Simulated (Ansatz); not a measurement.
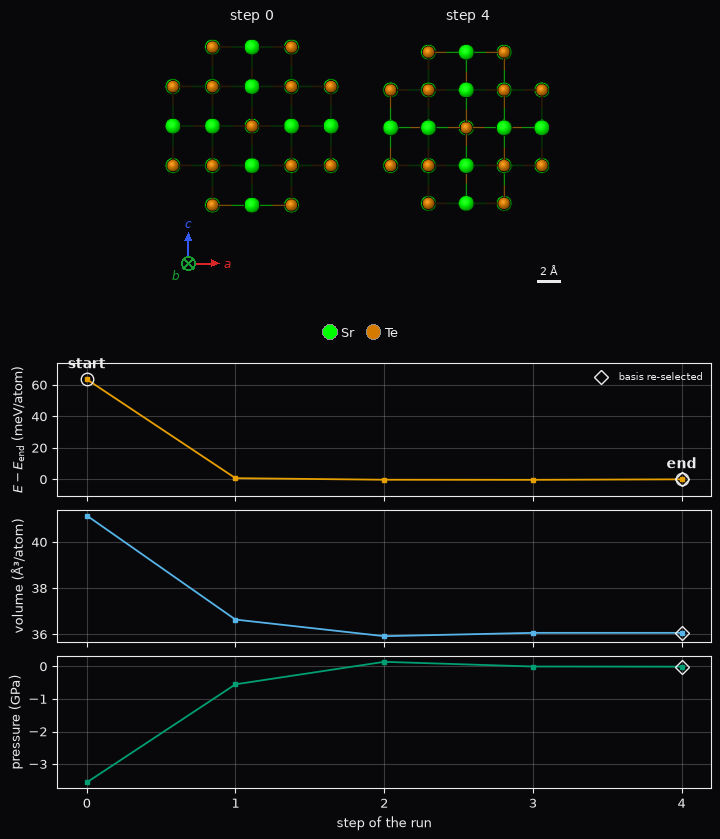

First and last geometry of a relaxation of crystalline SrTe (built on the rocksalt type), with the history of the run. The picture is a ball-and-stick view of the conventional cell (4 times the calculation's cell), seen along the b axis. Lengths and directions refer to the drawn axes.

The calculation used DFT, PBEsol, plane waves, PAW (Ansatz 0.2.0). Set-up: plane-wave cutoff 420 eV; k-point mesh 6 × 6 × 6; occupations fermi dirac; smearing width 0.03 eV; no spin polarisation; cell and atoms relaxed; force threshold 0.01 eV/Å; at most 120 steps.

Did the run converge, and what did it change?

Answer. It converged. No atom moves by more than 0.005 Å relative to the cell. The drawn cell changes as follows: a = b = c 6.905 → 6.608 Å (−4.3 %); the volume changes by −12.4 %. Some distances before and after: Sr–Te 3.452 → 3.304 Å. The space group stays Fm-3m (No. 225). After 3 accepted moves (4 points after the start) the energy has fallen by 63.5 meV per atom. All forces vanish by symmetry, so only the cell relaxes. Pressure: −3.56 GPa at the start and −0.01 GPa at the end. At 1 point the geometry stayed and the basis and grid were re-selected for the new cell (energy shift of 0.3 meV per atom at most each time). Cost: 4.3 s on 2 threads of AMD EPYC 7R13 Processor (Zen 3), with other jobs on the host, peak memory 0.37 GiB.

```json
{"step": "0", "E − E(0), meV/atom": "0.00", "pressure, GPa": "-3.56", "volume, Å³/atom": "41.148", "note": ""}
{"step": "1", "E − E(0), meV/atom": "-62.80", "pressure, GPa": "-0.55", "volume, Å³/atom": "36.640", "note": ""}
{"step": "2", "E − E(0), meV/atom": "-63.80", "pressure, GPa": "0.14", "volume, Å³/atom": "35.922", "note": ""}
{"step": "3", "E − E(0), meV/atom": "-63.85", "pressure, GPa": "0.00", "volume, Å³/atom": "36.065", "note": ""}
{"step": "4", "E − E(0), meV/atom": "-63.54", "pressure, GPa": "-0.01", "volume, Å³/atom": "36.065", "note": "same geometry, new basis"}
```
